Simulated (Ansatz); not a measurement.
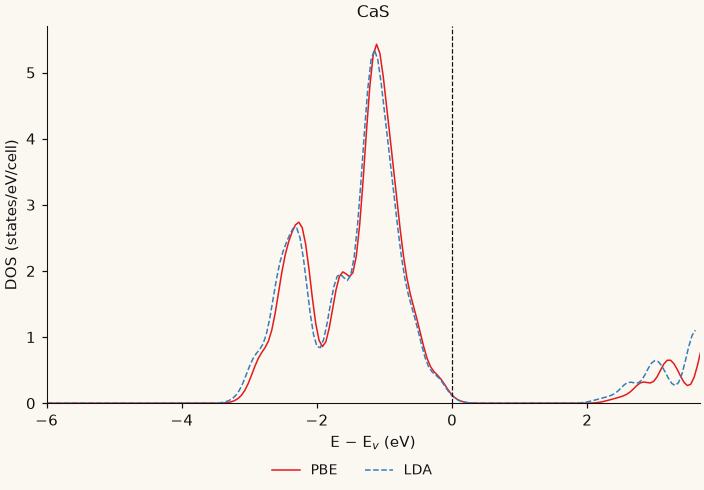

Total densities of states of CaS, space group Fm-3m (No. 225), 2 atoms in the cell, by two methods on the same cell. The curves are built from the levels of the k mesh with Gaussians 0.3 eV wide, which also blur the band edges. Each is counted from its own valence-band top.

**What changes from one method to the other?**

PBE gives a gap of 2.36 eV and LDA gives a gap of 2.15 eV.

Settings. PBE: DFT, PBE, plane waves, PAW, no spin polarisation, 8×8×8 k mesh, 420 eV cutoff, Fermi-Dirac smearing of 0.02 eV (Ansatz). LDA: DFT, LDA, plane waves, PAW, no spin polarisation, 8×8×8 k mesh, 420 eV cutoff (Ansatz).
